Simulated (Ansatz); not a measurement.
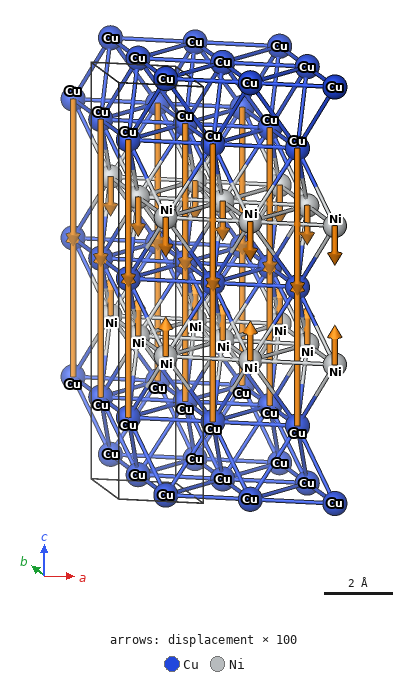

A relaxation of solid Cu₂Ni (a generated structure, set up in P-6m2) (coarse preliminary run). The starting structure is drawn; orange arrows show the displacements (the part carried along by the change of the cell is left out), magnified 100 times.

The picture is a ball-and-stick view of the cell of the calculation, repeated 3 × 3 × 1 with one cell outlined, seen slightly off an axis.

Level of theory: DFT PBE, scalar-relativistic, plane waves, PAW in Ansatz.

Input
```yaml
crystal:
  lattice:
    - [2.54437751, 0.0, 0.0]
    - [-1.27218876, 2.20349556, 0.0]
    - [0.0, 0.0, 12.69934299]
  atoms:
    - { symbol: Cu, position: [0.33333333, 0.66666667, 0.83333333] }
    - { symbol: Cu, position: [0.33333333, 0.66666667, 0.16666667] }
    - { symbol: Cu, position: [0.33333333, 0.66666667, 0.5] }
    - { symbol: Cu, position: [0.66666667, 0.33333333, 0.0] }
    - { symbol: Ni, position: [0.66666667, 0.33333333, 0.33333333], spin: 2.0 }
    - { symbol: Ni, position: [0.66666667, 0.33333333, 0.66666667], spin: 2.0 }
basis:
  ecutwfc: 420
kpoints:
  mp_grid: { grid: [6, 6, 2] }
hamiltonian:
  xc: pbe
scf:
  occupations: { method: gaussian, width: 0.1 }
  lower_state_search: "off"
output:
  forces: true
  stress: true
  eigenvalues: true
  populations: true
magnetization:
  spin_polarized: true
relax:
  adjacent_minimum: "off"
  f_tol: 0.04
  max_steps: 70
  cell: { stress_tol: 0.4 }
```

Run as
```bash
ansatz run input.yaml --threads 1 --pin off --max-ram 2560MiB --backend cpu --events-out ev --progress --plain --runs-dir out
```

**Which element moves most?**

Copper: up to 0.045 Å, against 0.012 Å for nickel.

**What did the optimiser do to the structure, and how much energy did it gain?**

The largest moves relative to the cell, 0.045 Å, are those of Cu1 and Cu2. Cu2 goes along +c. Largest moves by element: Cu 0.045 Å, Ni 0.012 Å. Cell: a = b 2.544 → 2.519 Å (−1.0 %), c 12.699 → 12.563 Å (−1.1 %). Volume −3.0 %. Near-neighbour distances that change, for instance: Cu1–Ni6 2.576 → 2.523 Å, Cu3–Ni5 2.576 → 2.539 Å, Ni5–Ni5 2.544 → 2.519 Å, Cu1–Cu1 2.544 → 2.519 Å. The space group stays P-6m2 (No. 187). After 2 accepted moves (3 points after the start) the energy has fallen by 7.0 meV per atom. The largest force component goes from 0.3 to 0.013 eV/Å. Pressure: −4.41 GPa at the start and 0.25 GPa at the end. At 1 point the geometry stayed and the basis and grid were re-selected for the new cell (energy shift of 0.3 meV per atom at most each time). The program noted that the starting moments weren't kept.

Limits of the set-up: the k-point mesh is coarse for a cell with partly filled bands.
